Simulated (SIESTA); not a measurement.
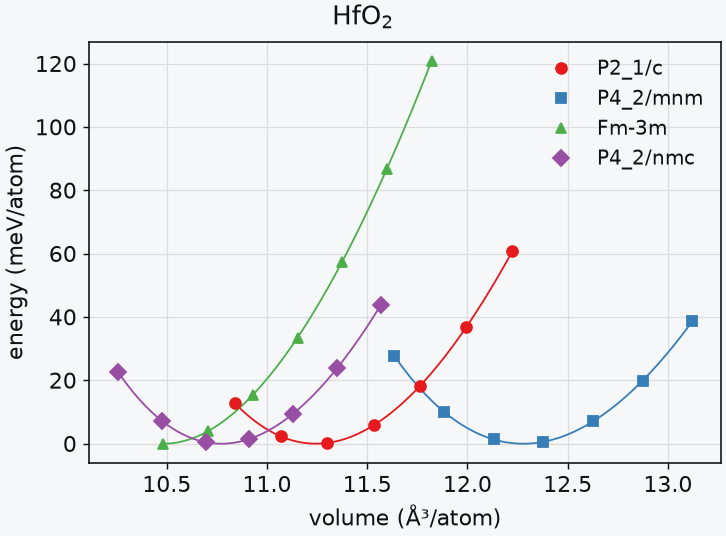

Calculation (SIESTA 5.4.2): DFT in numerical atomic orbitals with pseudopotentials, no spin polarisation; energies at scaled volumes of the given cell, shape and fractions fixed, counted from the fit's minimum, third-order Birch-Murnaghan fit. Level: LDA.

occupations Fermi–Dirac; smearing width 0.05 eV; potentials PseudoDojo 0.4 standard, converted to PSML, two zetas on semicore shells.

**Figure.** Energy against volume, with one curve for each structure, for HfO₂. Each energy curve has its own zero, so the curves don't rank the structures.

Settings that differ: P2_1/c: k mesh 4×4×4; P4_2/mnm: k mesh 4×4×6; Fm-3m: k mesh 9×9×9; P4_2/nmc: k mesh 6×6×4.

The fitted equilibrium volumes, smallest first, are Fm-3m 10.484, P4_2/nmc 10.772, P2_1/c 11.244, P4_2/mnm 12.278 Å³/atom. The fitted bulk moduli, smallest first, are P4_2/mnm 240.1, P2_1/c 264.3, P4_2/nmc 270.3, Fm-3m 281.4 GPa.

Keep in mind: the fit and the printed pressures don't fully agree, or the minimum lies near the end of the range (Fm-3m); mulliken charges of long orbitals; short basis over semicore shells; shape and atomic fractions are frozen while scaling, which makes layered, chain and framework solids too stiff.
